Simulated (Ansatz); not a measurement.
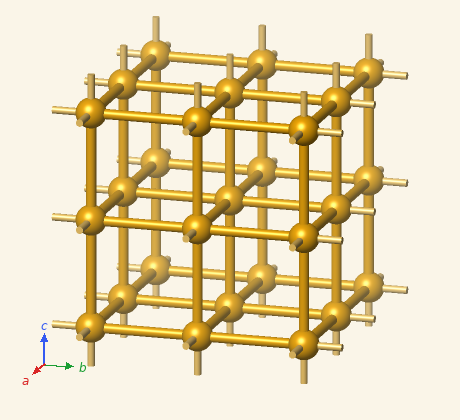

The net above was derived from one of the structures below (computed or model cells, partly hypothetical) by pruning terminal atoms and folding two-connected atoms into edges (only the bonds listed count; of a layer or chain structure one layer or chain is shown).

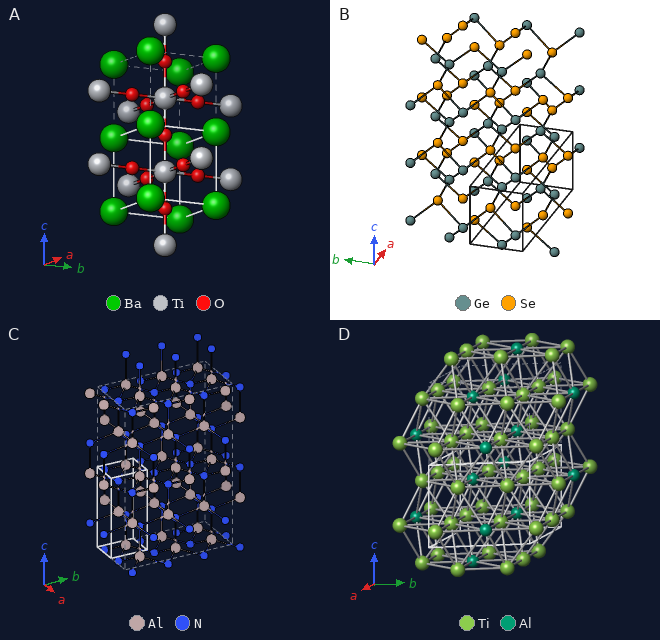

A: BaTiO3 (bonds: O–Ti below 2.3 Å)
B: GeSe (bonds: Ge–Se below 2.9 Å)
C: AlN (bonds: Al–N below 2.2 Å)
D: Ti3Al (bonds: Al–Ti below 3.2 Å and Ti–Ti below 3.3 Å)
All are geometries used in or obtained from electronic-structure calculations.

### Which structure gives this net?

A, BaTiO3: a uninodal 6-connected, three-periodic net; Ti is a 6-connected node. It is the pcu net, known from NaCl, ReO3 and the B-X framework of perovskite. The others give a uninodal 3-connected, two-periodic (layers) net (B), a uninodal 4-connected, three-periodic net (C) and a uninodal 12-connected, three-periodic net (D).
